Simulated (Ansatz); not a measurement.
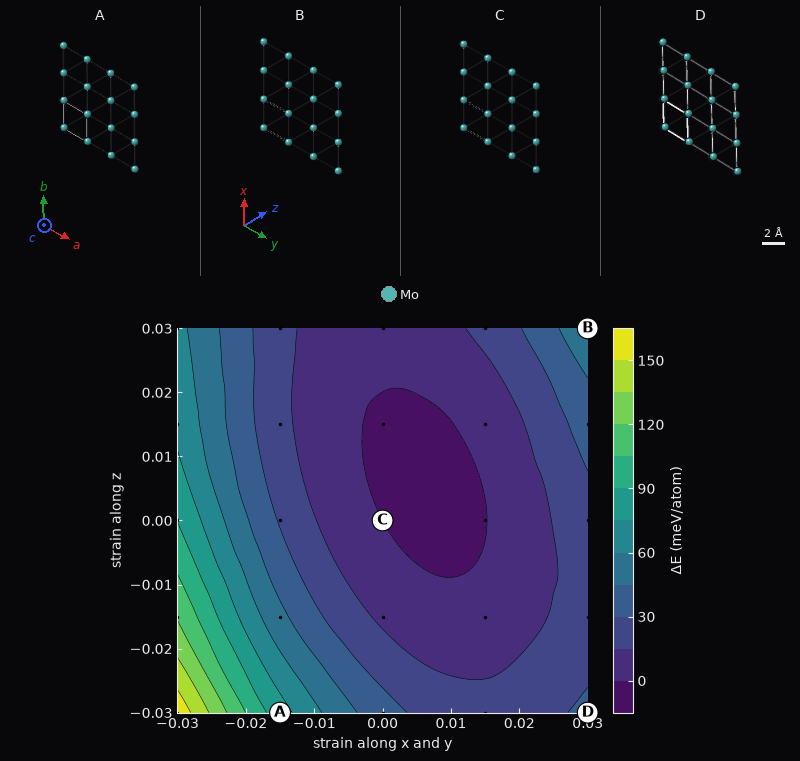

A scan of a crystal of Mo (Im-3m): the cell is strained equally along x and y and separately along z, with the atoms kept at their fractional coordinates. x, y and z are the Cartesian axes of the input. The map is interpolated between the computed points (dots). The lettered frames are marked on it. The picture is a ball-and-stick view of the cell of the calculation, repeated 3 × 3 × 2 with one cell outlined, seen along the c axis.

Method: Ansatz 0.2.0, DFT PBE, scalar-relativistic, plane waves, PAW. Set-up: plane-wave cutoff 420 eV; k-point mesh 22 × 22 × 22; occupations gaussian; smearing width 0.15 eV; no spin polarisation. Energies (free energies at the smearing named) are counted from the cell as listed in its source, which wasn't relaxed.

> Describe the energy landscape.

In pairs of (strain along x and y; strain along z): the lowest computed point lies at (0.000, 0.015) (−1.9 meV/atom), the highest at (−0.030, −0.030) (160.5 meV/atom). The valley is tilted: raising the in-plane strain is made harder by raising the strain along z (cross term 0.45 of the geometric mean of the two curvatures). Over the ranges scanned the energy rises more along the first axis, the in-plane strain. The pressure runs from −15.7 GPa at (0.030, 0.030) to 35.4 GPa at (−0.030, −0.030). The frames lie at A (−0.015, −0.030): 81.7 meV/atom, B (0.030, 0.030): 56.3 meV/atom, C (0.000, 0.000): 0.0 meV/atom, D (0.030, −0.030): 32.5 meV/atom.

The computed points:

Rows: strain along x and y; columns: strain along z; values in meV/atom.

```
        −0.030  −0.015  0.000  0.015  0.030
−0.030   160.5   118.8   89.7   71.9   64.3
−0.015    81.7    49.2   28.8   19.4   19.8
 0.000    36.5    12.4    0.0   −1.9    5.8
 0.015    21.2     4.9   −0.2    4.8   19.0
 0.030    32.5    23.4   25.0   36.2   56.3
```
